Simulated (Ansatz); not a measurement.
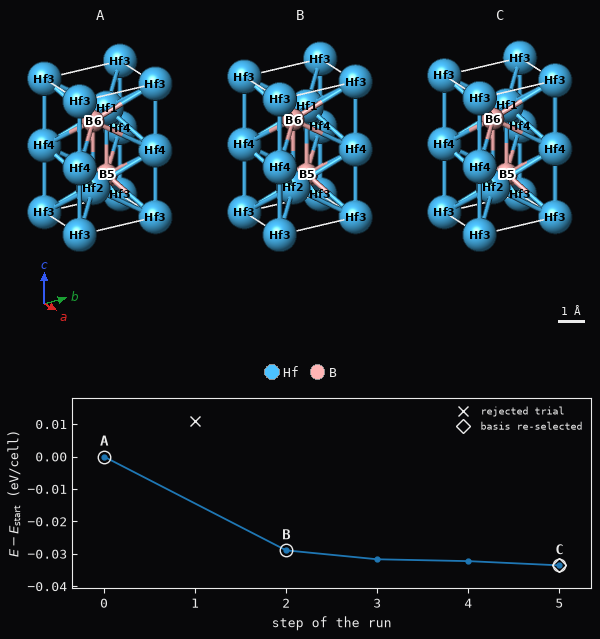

Frames of a relaxation of a crystal of Hf2B (a generated structure, set up in P6_3/mmc), marked on the history of the run. A ball-and-stick model of the cell of the calculation, seen slightly off an axis.

Case: Ga → B, Ti → Hf on all its sites, cell and atoms relaxed.

Computed with DFT PBEsol, scalar-relativistic, plane waves, PAW in Ansatz.

The input:
```yaml
crystal:
  lattice:
    - [4.419336011, 0.0, 0.0]
    - [-2.2096680055, 3.8272572534, 0.0]
    - [0.0, 0.0, 5.3195994528]
  atoms:
    - { symbol: Hf, position: [0.3333333333, 0.6666666667, 0.75] }
    - { symbol: Hf, position: [0.6666666667, 0.3333333333, 0.25] }
    - { symbol: Hf, position: [0.0, 0.0, 0.0] }
    - { symbol: Hf, position: [0.0, 0.0, 0.5] }
    - { symbol: B, position: [0.3333333333, 0.6666666667, 0.25] }
    - { symbol: B, position: [0.6666666667, 0.3333333333, 0.75] }
basis:
  ecutwfc: 420
kpoints:
  mp_grid: { grid: [12, 12, 8] }
hamiltonian:
  xc: pbesol
scf:
  occupations: { method: gaussian, width: 0.1 }
output:
  forces: true
  stress: true
  eigenvalues: true
  write_density: true
  write_potential: true
  elf: true
  volumetric_format: npy
relax:
  adjacent_minimum: "off"
  f_tol: 0.01
  max_steps: 60
  cell: { stress_tol: 0.1 }
```

Command:
```bash
ansatz run input.yaml --threads 1 --pin off --max-ram 2560MiB --backend cpu --events-out ev --progress --plain --runs-dir out
```

### Describe the path.

The energy falls by 33.5 meV per cell of the calculation in 3 accepted moves (5 points after the start). All forces vanish by symmetry, so only the cell relaxes. Pressure: 3.16 GPa at the start and 0.00 GPa at the end. The line search rejected the trial step at point 1 of the run. The SCF was repeated once at an unchanged geometry on a basis and grid sized afresh for the cell, which shifted the energy by 1.3 meV per cell of the calculation at most. No atom moves by more than 0.005 Å relative to the cell. Cell: a = b 4.419 → 4.413 Å (−0.1 %), c 5.320 → 5.446 Å (+2.4 %). Volume +2.1 %. Near-neighbour distances that change, for instance: Hf3–Hf4 2.660 → 2.723 Å, Hf1–B5 2.660 → 2.723 Å, Hf1–Hf3 2.877 → 2.889 Å, Hf3–B5 2.877 → 2.889 Å. The space group stays P6_3/mmc (No. 194). The run took 70 s on 1 thread of AMD EPYC 9R45 96-Core Processor (Zen 5), with other jobs on the host, peak memory 0.74 GiB. From step 0 to 2: volume +1.9 %, energy −28.9 meV per cell of the calculation. From step 2 to 5: volume +0.2 %, energy −4.6 meV per cell of the calculation.

| step | E − E(0), meV/atom | pressure, GPa | volume, Å³/atom | note |
| --- | --- | --- | --- | --- |
| 0 | 0.00 | 3.16 | 14.996 |  |
| 1 | 1.84 | -4.47 | 15.785 | rejected |
| 2 | -4.82 | 0.18 | 15.283 |  |
| 3 | -5.28 | -0.19 | 15.323 |  |
| 4 | -5.37 | -0.01 | 15.308 |  |
| 5 | -5.59 | 0.00 | 15.308 | same geometry, new basis |
